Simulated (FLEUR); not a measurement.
# free-standing square V monolayer, spacing 2.546 A: parallel and opposed starts, part 2 of 2

Does free-standing square V monolayer, spacing 2.546 A prefer parallel or opposed moments?

FLEUR MaX-R8.1; LDA (VWN); all-electron FLAPW film, Dirac cores, scalar-relativistic bands.

So far. Step 2 (Order 1, typed as ferro +): After 53 cycles the seed has died away: no moment is left. Step 3 (Start 2: antiferro q=(1/2,1/2,0) +-): It lies 33.7 meV a seeded atom under the first start, and its largest moment is 1.32 μB against 0 μB.

## (4) Run 3 (antiferro q=(0,1/2,0) +-)

Reversing part of the moments tests the sign of the couplings between them.

This order needs a doubled cell of 2 atoms. The mesh is halved along the doubled vector, so that both cells sample the same points. The k list default-1 (kpts.xml, not shown) is a Γ-centred 10×5×1 mesh.

inp.xml reads:

```
<?xml version="1.0" encoding="UTF-8" standalone="no"?>
<fleurInput fleurInputVersion="0.39">
   <comment>
      V
   </comment>
   <calculationSetup>
      <cutoffs Kmax="3.6" Gmax="10.8" GmaxXC="10.8" numbands="0"/>
      <scfLoop itmax="120" minDistance="0.00002" maxIterBroyd="15" imix="Anderson" alpha="0.03" precondParam="0.0" spinf="2.0" sdNocoIR="T"/>
      <coreElectrons ctail="T" frcor="F" kcrel="0" coretail_lmax="0"/>
      <xcFunctional name="vwn" relativisticCorrections="F"/>
      <magnetism jspins="2"/>
      <soc l_soc="F" theta="0.0" phi="0.0" spav="F"/>
      <expertModes spex="0" secvar="F"/>
      <geometryOptimization l_f="F" forcealpha="1.0" forcemix="BFGS" epsdisp="0.00001" epsforce="0.00001"/>
      <ldaU l_linMix="F" mixParam="0.05" spinf="1.0"/>
   </calculationSetup>
   <cell>
      <bzIntegration valenceElectrons="26.0" mode="hist" fermiSmearingEnergy="0.00293995">
         <kPointListSelection listName="default-1"/>
         <xi:include xmlns:xi="http://www.w3.org/2001/XInclude" href="kpts.xml"> </xi:include>
      </bzIntegration>
      <xi:include xmlns:xi="http://www.w3.org/2001/XInclude" href="sym.xml"> </xi:include>
      <filmLattice scale="1.0" dVac="5.38" dTilda="7.88">
         <bravaisMatrixFilm>
            <row-1>    4.8112427132315991     0.0000000000000000</row-1>
            <row-2>    0.0000000000000000     9.6224854264631983</row-2>
         </bravaisMatrixFilm>
         <vacuumEnergyParameters vacuum="1" spinUp="-.25" spinDown="-.25"/>
      </filmLattice>
   </cell>
   <atomSpecies>
      <species name="Vanadium (1.500" element="V" atomicNumber="23">
         <mtSphere radius="2.29" gridPoints="757" logIncrement="0.016"/>
         <atomicCutoffs lmax="8" lnonsphr="6"/>
         <electronConfig flipSpins="F">
            <coreConfig>(1s1/2) (2s1/2) (2p1/2) (2p3/2)</coreConfig>
            <valenceConfig>(3s1/2) (3p1/2) (3p3/2) (4s1/2) (3d3/2) (3d5/2)</valenceConfig>
            <stateOccupation state="(3d3/2)" spinUp="0.6" spinDown="0.6"/>
            <stateOccupation state="(3d5/2)" spinUp="1.65" spinDown="0.15"/>
         </electronConfig>
         <energyParameters s="4" p="4" d="3" f="4"/>
         <lo type="SCLO" l="0" n="3" eDeriv="0"/>
         <lo type="SCLO" l="1" n="3" eDeriv="0"/>
      </species>
      <species name="Vanadium (-1.500" element="V" atomicNumber="23">
         <mtSphere radius="2.29" gridPoints="757" logIncrement="0.016"/>
         <atomicCutoffs lmax="8" lnonsphr="6"/>
         <electronConfig flipSpins="F">
            <coreConfig>(1s1/2) (2s1/2) (2p1/2) (2p3/2)</coreConfig>
            <valenceConfig>(3s1/2) (3p1/2) (3p3/2) (4s1/2) (3d3/2) (3d5/2)</valenceConfig>
            <stateOccupation state="(3d3/2)" spinUp="0.6" spinDown="0.6"/>
            <stateOccupation state="(3d5/2)" spinUp="0.15" spinDown="1.65"/>
         </electronConfig>
         <energyParameters s="4" p="4" d="3" f="4"/>
         <lo type="SCLO" l="0" n="3" eDeriv="0"/>
         <lo type="SCLO" l="1" n="3" eDeriv="0"/>
      </species>
   </atomSpecies>
   <atomGroups>
      <atomGroup species="Vanadium (1.500">
         <filmPos label="                   1">.0000000000 .0000000000 .0000000000</filmPos>
         <force calculate="T" relaxXYZ="TTT"/>
      </atomGroup>
      <atomGroup species="Vanadium (-1.500">
         <filmPos label="                   2">.0000000000 1.000/2.000 .0000000000</filmPos>
         <force calculate="T" relaxXYZ="TTT"/>
      </atomGroup>
   </atomGroups>
   <output dos="F" band="F" slice="F">
      <bandDOS minEnergy="-.5*Htr" maxEnergy="0.5*Htr" sigma="0.015" storeEVData="T"/>
      <plotting iplot="0" polar="F">
         <plot TwoD="T" vec1="  1.0  0.0  0.0" vec2="  0.0  1.0  0.0" vec3="  0.0  0.0  1.0" zero="  0.0  0.0 -0.5" file="plot"/>
      </plotting>
      <moessbauerParams electricFieldGradient="F" isomerShift="F" coreHyperfine="F" valenceHyperfine="F"/>
   </output>
</fleurInput>
```

crystal.txt reads:

```
V
&input film=T cartesian=F /
2.54600000000  0.00000000000  0.00000000000
0.00000000000  5.09200000000  0.00000000000
0.00000000000  0.00000000000  1.00000000000
1.8897261246
1.0 1.0 1.0

2
23 0.00000000000  0.00000000000  0.00000000000 : 1.500
23 0.00000000000  0.50000000000  0.00000000000 : -1.500

&kpt div1=10 div2=5 div3=1 gamma=T /
```

Started as:

```
> OMP_NUM_THREADS=1 inpgen -f crystal.txt > inpgen.log  # inp.xml is then edited as shown
> OMP_NUM_THREADS=1 mpirun -n 2 fleur_MPI > fleur.log
```

Log:

```text
[banner, memory and clock lines left out]
Welcome to FLEUR        (www.flapw.de)
      MaX-Release 8.1          (www.max-centre.eu)

 ========== k-point set info ==========
 Selected k-point list: default-1
 k-point list type: mesh
 10 x 5 x 1
 Number of k points: 18

 [... set-up left out ...]
 Iteration:     1   Distance:      14.47486019 me/bohr^3
 Iteration:     2   Distance:      13.41348467 me/bohr^3
 Iteration:     3   Distance:       6.69872338 me/bohr^3
 Iteration:     4   Distance:       6.37777692 me/bohr^3
 Iteration:     5   Distance:       3.05683107 me/bohr^3
[...]
<sumOfEigenvalues value="    -1126.0644860754">
               <coreElectrons value="-1095.2484760639"/>
               <valenceElectrons value="-30.8160100115"/>
            </sumOfEigenvalues>
         [... left out ...]
            <freeEnergy value="-1894.6338524986"/>
            <extrapolationTo0K value="-1894.6317378342"/>
         </totalEnergy>
         <densityConvergence units="me/bohr^3">
            <chargeDensity spin="1" distance="0.0000082505"/>
            <chargeDensity spin="2" distance="0.0000086461"/>
            <overallChargeDensity distance="0.0000099555"/>
            <spinDensity distance="0.0000136579"/>
         </densityConvergence>
      </iteration>
```

The job ended after 49 s (2 MPI ranks of Intel Xeon at 2.70GHz, shared host; peak memory 0.19 GiB; 98 s of CPU time).

Spin moment in the muffin-tin sphere by atom:

```tsv
atom	spin moment in the muffin-tin sphere (μB)
V1	1.39
V2	-1.39
```

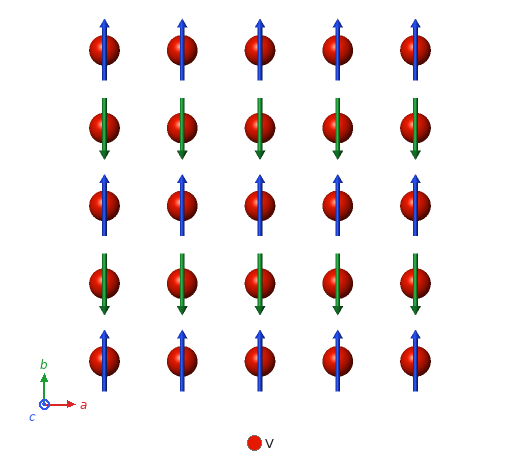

Spin moment in the muffin-tin sphere as arrows, the longest 1.39 μB. Up and down stand for the sign. Arrows give size and sign along the axis of quantisation, drawn up and down the page. The two directions have two colours. 4×2×1 cells are drawn. Some periodic images of atoms are drawn too.

Read from the output:

* free energy: -51555.6136 eV
* program's band gap on this mesh (in a metal only a level spacing): 0.009225 eV
* magnetization: 0 μB
* final state: antiferromagnetic

It lies 17.5 meV a seeded atom under the first start, and its largest moment is 1.39 μB against 0 μB.

## (5) Start 4: no spin polarisation

Without spin polarisation no moment can form, so the difference from the other runs is what forming moments gains.

The k list default-1 (kpts.xml, not shown) is a Γ-centred 10×10×1 mesh.

inp.xml reads:

```
<?xml version="1.0" encoding="UTF-8" standalone="no"?>
<fleurInput fleurInputVersion="0.39">
   <comment>
      V
   </comment>
   <calculationSetup>
      <cutoffs Kmax="3.6" Gmax="10.8" GmaxXC="10.8" numbands="0"/>
      <scfLoop itmax="120" minDistance="0.00002" maxIterBroyd="15" imix="Anderson" alpha="0.03" precondParam="0.0" spinf="2.0" sdNocoIR="T"/>
      <coreElectrons ctail="T" frcor="F" kcrel="0" coretail_lmax="0"/>
      <xcFunctional name="vwn" relativisticCorrections="F"/>
      <magnetism jspins="1"/>
      <soc l_soc="F" theta="0.0" phi="0.0" spav="F"/>
      <expertModes spex="0" secvar="F"/>
      <geometryOptimization l_f="F" forcealpha="1.0" forcemix="BFGS" epsdisp="0.00001" epsforce="0.00001"/>
      <ldaU l_linMix="F" mixParam="0.05" spinf="1.0"/>
   </calculationSetup>
   <cell>
      <bzIntegration valenceElectrons="13.0" mode="hist" fermiSmearingEnergy="0.00293995">
         <kPointListSelection listName="default-1"/>
         <xi:include xmlns:xi="http://www.w3.org/2001/XInclude" href="kpts.xml"> </xi:include>
      </bzIntegration>
      <xi:include xmlns:xi="http://www.w3.org/2001/XInclude" href="sym.xml"> </xi:include>
      <filmLattice scale="1.0" dVac="5.38" dTilda="7.88">
         <bravaisMatrixFilm>
            <row-1>    4.8112427132315991     0.0000000000000000</row-1>
            <row-2>    0.0000000000000000     4.8112427132315991</row-2>
         </bravaisMatrixFilm>
         <vacuumEnergyParameters vacuum="1" spinUp="-.25" spinDown="-.25"/>
      </filmLattice>
   </cell>
   <atomSpecies>
      <species name="Vanadium (V)" element="V" atomicNumber="23">
         <mtSphere radius="2.29" gridPoints="757" logIncrement="0.016"/>
         <atomicCutoffs lmax="8" lnonsphr="6"/>
         <electronConfig flipSpins="F">
            <coreConfig>(1s1/2) (2s1/2) (2p1/2) (2p3/2)</coreConfig>
            <valenceConfig>(3s1/2) (3p1/2) (3p3/2) (4s1/2) (3d3/2) (3d5/2)</valenceConfig>
            <stateOccupation state="(3d3/2)" spinUp="0.600000" spinDown="0.600000"/>
            <stateOccupation state="(3d5/2)" spinUp="0.900000" spinDown="0.900000"/>
         </electronConfig>
         <energyParameters s="4" p="4" d="3" f="4"/>
         <lo type="SCLO" l="0" n="3" eDeriv="0"/>
         <lo type="SCLO" l="1" n="3" eDeriv="0"/>
      </species>
   </atomSpecies>
   <atomGroups>
      <atomGroup species="Vanadium (V)">
         <filmPos label="                   1">.0000000000 .0000000000 .0000000000</filmPos>
         <force calculate="T" relaxXYZ="TTT"/>
      </atomGroup>
   </atomGroups>
   <output dos="F" band="F" slice="F">
      <bandDOS minEnergy="-.5*Htr" maxEnergy="0.5*Htr" sigma="0.015" storeEVData="T"/>
      <plotting iplot="0" polar="F">
         <plot TwoD="T" vec1="  1.0  0.0  0.0" vec2="  0.0  1.0  0.0" vec3="  0.0  0.0  1.0" zero="  0.0  0.0 -0.5" file="plot"/>
      </plotting>
      <moessbauerParams electricFieldGradient="F" isomerShift="F" coreHyperfine="F" valenceHyperfine="F"/>
   </output>
</fleurInput>
```

crystal.txt reads:

```
V
&input film=T cartesian=F /
2.54600000000  0.00000000000  0.00000000000
0.00000000000  2.54600000000  0.00000000000
0.00000000000  0.00000000000  1.00000000000
1.8897261246
1.0 1.0 1.0

1
23 0.00000000000  0.00000000000  0.00000000000

&kpt div1=10 div2=10 div3=1 gamma=T /
```

Log:

```text
[banner, memory and clock lines left out]
Welcome to FLEUR        (www.flapw.de)
      MaX-Release 8.1          (www.max-centre.eu)

 ========== k-point set info ==========
 Selected k-point list: default-1
 k-point list type: mesh
 0 x 0 x 0
 Number of k points: 22

 [... set-up left out ...]
 Iteration:     1   Distance:      16.09081511 me/bohr^3
 Iteration:     2   Distance:      15.13609024 me/bohr^3
 Iteration:     3   Distance:       7.66777928 me/bohr^3
 Iteration:     4   Distance:       7.05577846 me/bohr^3
 Iteration:     5   Distance:       5.43721622 me/bohr^3
[...]
<FermiEnergy value="-0.1804923987" units="Htr"/>
         [... left out ...]
         <totalEnergy value="     -947.3140760830" units="Htr">
            <sumOfEigenvalues value="     -563.2315362940">
               <coreElectrons value="-547.7447672378"/>
               <valenceElectrons value="-15.4867690562"/>
            </sumOfEigenvalues>
         [... left out ...]
            <freeEnergy value="-947.3162820958"/>
            <extrapolationTo0K value="-947.3151790894"/>
         </totalEnergy>
         <densityConvergence units="me/bohr^3">
            <chargeDensity spin="1" distance="0.0000188070"/>
         </densityConvergence>
      </iteration>
```

Elapsed: 6.8 s, on 2 MPI ranks; peak memory 0.11 GiB; 13 s of CPU time.

This step gave:

```
free energy                                                       : -25777.7892 eV
program's band gap on this mesh (in a metal only a level spacing) : 0.04005 eV
final state                                                       : non-magnetic (no spin polarisation)
```

It ends in the same state without moments as the first start; the 3.6e-4 meV a seeded atom between them is numerical noise.

## (6) An attempt with other settings

An input with a fault is tried, to see how the program answers.

inp.xml reads:

```
<?xml version="1.0" encoding="UTF-8" standalone="no"?>
<fleurInput fleurInputVersion="0.39">
   <comment>
      V
   </comment>
   <calculationSetup>
      <cutoffs Kmax="3.6" Gmax="10.8" GmaxXC="10.8" numbands="0"/>
      <scfLoop itmax="100" minDistance="0.00002" maxIterBroyd="15" imix="Anderson" alpha="0.03" precondParam="0.0" spinf="2.0" sdNocoIR="T"/>
      <coreElectrons ctail="T" frcor="F" kcrel="0" coretail_lmax="0"/>
      <xcFunctional name="pbe96" relativisticCorrections="F"/>
      <magnetism jspins="2"/>
      <soc l_soc="F" theta="0.0" phi="0.0" spav="F"/>
      <expertModes spex="0" secvar="F"/>
      <geometryOptimization l_f="F" forcealpha="1.0" forcemix="BFGS" epsdisp="0.00001" epsforce="0.00001"/>
      <ldaU l_linMix="F" mixParam="0.05" spinf="1.0"/>
   </calculationSetup>
   <cell>
      <bzIntegration valenceElectrons="13.0" mode="hist" fermiSmearingEnergy="0.00293995">
         <kPointListSelection listName="default-1"/>
         <xi:include xmlns:xi="http://www.w3.org/2001/XInclude" href="kpts.xml"> </xi:include>
      </bzIntegration>
      <xi:include xmlns:xi="http://www.w3.org/2001/XInclude" href="sym.xml"> </xi:include>
      <filmLattice scale="1.0" dVac="5.38" dTilda="7.88">
         <bravaisMatrixFilm>
            <row-1>    4.8112427132315991     0.0000000000000000</row-1>
            <row-2>    0.0000000000000000     4.8112427132315991</row-2>
         </bravaisMatrixFilm>
         <vacuumEnergyParameters vacuum="1" spinUp="-.25" spinDown="-.25"/>
      </filmLattice>
   </cell>
   <atomSpecies>
      <species name="Vanadium (1.500" element="V" atomicNumber="23">
         <mtSphere radius="2.29" gridPoints="757" logIncrement="0.016"/>
         <atomicCutoffs lmax="8" lnonsphr="6"/>
         <electronConfig flipSpins="F">
            <coreConfig>(1s1/2) (2s1/2) (2p1/2) (2p3/2)</coreConfig>
            <valenceConfig>(3s1/2) (3p1/2) (3p3/2) (4s1/2) (3d3/2) (3d5/2)</valenceConfig>
            <stateOccupation state="(3d3/2)" spinUp="0.6" spinDown="0.6"/>
            <stateOccupation state="(3d5/2)" spinUp="1.65" spinDown="0.15"/>
         </electronConfig>
         <energyParameters s="4" p="4" d="3" f="4"/>
         <lo type="SCLO" l="0" n="3" eDeriv="0"/>
         <lo type="SCLO" l="1" n="3" eDeriv="0"/>
      </species>
   </atomSpecies>
   <atomGroups>
      <atomGroup species="Vanadium (1.500">
         <filmPos label="                   1">.0000000000 .0000000000 .0000000000</filmPos>
         <force calculate="T" relaxXYZ="TTT"/>
      </atomGroup>
   </atomGroups>
   <output dos="F" band="F" slice="F">
      <bandDOS minEnergy="-.5*Htr" maxEnergy="0.5*Htr" sigma="0.015" storeEVData="T"/>
      <plotting iplot="0" polar="F">
         <plot TwoD="T" vec1="  1.0  0.0  0.0" vec2="  0.0  1.0  0.0" vec3="  0.0  0.0  1.0" zero="  0.0  0.0 -0.5" file="plot"/>
      </plotting>
      <moessbauerParams electricFieldGradient="F" isomerShift="F" coreHyperfine="F" valenceHyperfine="F"/>
   </output>
</fleurInput>
```

crystal.txt reads:

```
V
&input film=T cartesian=F /
2.54600000000  0.00000000000  0.00000000000
0.00000000000  2.54600000000  0.00000000000
0.00000000000  0.00000000000  1.00000000000
1.8897261246
1.0 1.0 1.0

1
23 0.00000000000  0.00000000000  0.00000000000 : 1.500

&kpt div1=10 div2=10 div3=1 gamma=T /
```

Log:

```text
Welcome to FLEUR        (www.flapw.de)
      MaX-Release 8.1          (www.max-centre.eu)
inp.xml:10: Schemas validity error : Element 'xcFunctional', attribute 'name': [facet 'enumeration'] The value 'pbe96' is not an element of the set {'x-a', 'mjw', 'pz', 'bh', 'wign', 'hl', 'vwn', 'xal', 'l91', 'pw91', 'pbe', 'rpbe', 'Rpbe', 'wc', 'PBEs', 'pbe0', 'hse', 'vhse', 'lhse', 'hf', 'LibXC'}.
**************FLEUR-Error*****************
Error message: XML document cannot be validated against Schema.
Error occurred in subroutine: xml%ValidateDoc
Hint: If there are no details listed above this message use 'xmllint --xinclude --schema FleurInputSchema.xsd inp.xml'.
Error from PE:0/2
*****************************************

Memory (rank 0): 0.029 GB (peak 0.027 GB)
```

Wall time 2.8 s (2 MPI ranks); peak memory 0.07 GiB.

The program refused the input before any cycle.

The program's message: “XML document cannot be validated against Schema.”

The fault in the input: an unknown functional.

The functional must be one that the program lists.

## (7) The states side by side

Free energies are divided by the number of seeded atoms, so that cells of unlike size compare. Wavevectors q in the names are fractions of the primitive cell's reciprocal vectors.

Orders:

```tsv
start	final state	typed order kept	energy over the lowest (meV a seeded atom)	largest sphere moment (μB)	net moment (μB a primitive cell)	mesh matched	CPU time (s)
ferro +	non-magnetic	no	33.73	0	0	yes	59.46
antiferro q=(1/2,1/2,0) +-	antiferromagnetic	yes	0	1.324	0	yes	76.02
antiferro q=(0,1/2,0) +-	antiferromagnetic	yes	16.2	1.387	0	yes	97.98
no spin polarisation	non-magnetic	-	33.73	0	0	yes	13.05
```

## (8) Outcome

* lowest state found: antiferromagnetic (typed antiferro q=(1/2,1/2,0) +-)
* largest site spin moment: 1.32 μB
* next finished state: antiferromagnetic, 16.2 meV a seeded atom higher
* energy gained by spin polarisation: 33.7 meV a seeded atom

The lowest state found is antiferromagnetic, reached from the start antiferro q=(1/2,1/2,0) +-, with moments up to 1.32 μB. The next finished state costs 16 meV a seeded atom. 1 start left the typed pattern (a sign turned, or a seeded moment died or shrank under 0.15 μB), so such an energy belongs to the state reached, not the one typed. Only 4 starts were tried; other patterns of signs, canted and longer-period orders were not.

[Logs and program files are shortened in this print: banners, set-up blocks, solver, clock and traceback lines can be left out without a mark of their own.]

[Logs are printed without paths, hosts, clocks, repeated set-up lines and the standing remarks that a program may print on its own settings, such as how far it seeks lower states.]

[Hosts, paths, dates, database ids (printed as entryN), source tags and the programs' standing remarks are cut or masked in the printed files.]

[Where a cell is said to come from a database of computed structures, the database is the Materials Project.]
